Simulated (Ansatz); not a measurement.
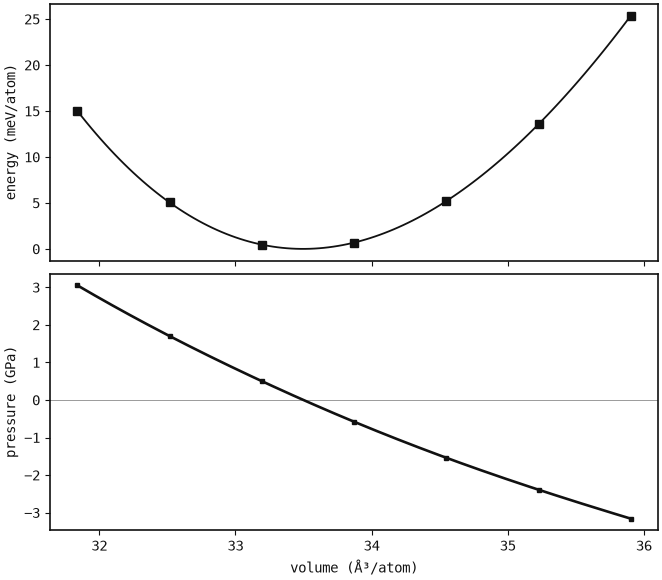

The plot gives the computed energy and pressure against volume for Bi₂Te₃, space group R-3m (No. 166).

Cell as given: a = 10.476 Å, b = 10.476 Å, c = 10.476 Å, α = 24.17°, β = 24.17°, γ = 24.17°; 5 atoms.

How it was computed, with Ansatz 0.2.0: all-electron LAPW DFT, no spin polarisation; energies at scaled volumes of the given cell, shape and fractions fixed, counted from the fit's minimum, third-order Birch-Murnaghan fit. Level: PBEsol.

k mesh 7×7×7; occupations Fermi–Dirac; smearing width 0.05 eV; potentials all electron LAPW, scalar relativistic; program settings basis error eV/atom 0.002.

The numbers behind the figure:

| volume (Å³/atom) | energy (meV/atom) | pressure (GPa) |
| --- | --- | --- |
| 31.84 | 15.00 | 3.05 |
| 32.52 | 5.05 | 1.70 |
| 33.19 | 0.47 | 0.50 |
| 33.87 | 0.67 | −0.58 |
| 34.55 | 5.21 | −1.54 |
| 35.23 | 13.57 | −2.39 |
| 35.90 | 25.37 | −3.16 |

Caveats: spin-orbit coupling left out, heavy elements; shape and atomic fractions are frozen while scaling, which makes layered, chain and framework solids too stiff.
